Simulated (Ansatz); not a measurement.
Sb₄H (slab)

```yaml
crystal:
  lattice:
    - [4.32322, 0.00000, 0.00000]
    - [-2.16161, 3.74402, 0.00000]
    - [0.00000, 0.00000, 24.21370]
  atoms:
    - { symbol: Sb, position: [0.33333, 0.66667, 0.35104] }
    - { symbol: Sb, position: [0.66667, 0.33333, 0.41439] }
    - { symbol: Sb, position: [0.00000, 0.00000, 0.50202] }
    - { symbol: Sb, position: [0.33333, 0.66667, 0.56499] }
    - { symbol: H, position: [0.33333, 0.66667, 0.63841] }
```

Computed without spin polarisation.

Theory: DFT PBE+D3(BJ), scalar-relativistic, plane waves, PAW (Ansatz 0.2.0).

In a PAW calculation such maps are meaningful between the atoms, not at the nuclei.

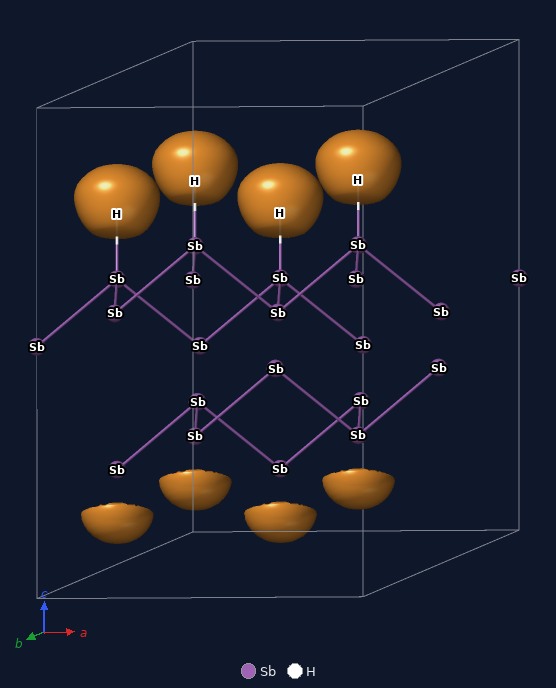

Figure 1. Isosurface of the electron localisation function at 0.75 (orange), seen at an oblique angle. Core shells and regions of very low density are left out. Sticks mark near contacts.

What do the ELF domains correspond to?

Answer. At this value the surface marks out one region around a hydrogen nucleus and one lobe on Sb, pointing away from the bonds (lone pairs), counted in one cell of 5 atoms. Counts are for one cell; the picture repeats the cell along the surface. Along the contacts the grid gives the following. Sb–H (1.78 Å): the ELF climbs to about 1 towards the hydrogen. Sb–Sb (2.92 Å): the ELF peaks at about 0.65 between the atoms.

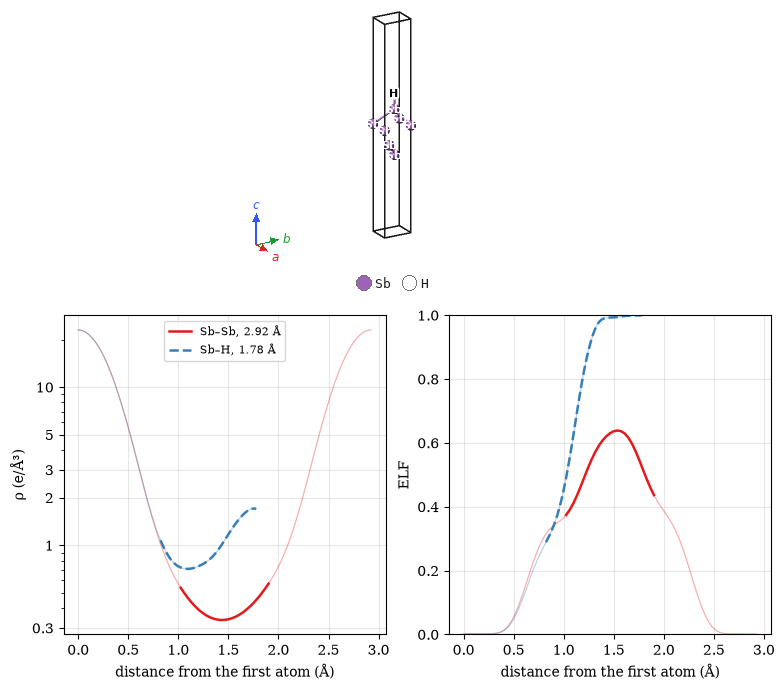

Figure 2. Valence pseudo-density and ELF along straight lines between neighbouring atoms. Thin, pale parts lie inside the atomic spheres. The structure is drawn too.

Compare the contacts.

Answer. Sb–Sb (2.92 Å): ρ is about 0.34 e/Å³ halfway; the ELF peaks at about 0.65 between the atoms.
Sb–H (1.78 Å): ρ at the midpoint is about 0.88 e/Å³; the ELF climbs to about 1 towards the hydrogen.

Metal or insulator at this level of theory?

Answer. It is gapless in this calculation (a metal or semimetal).
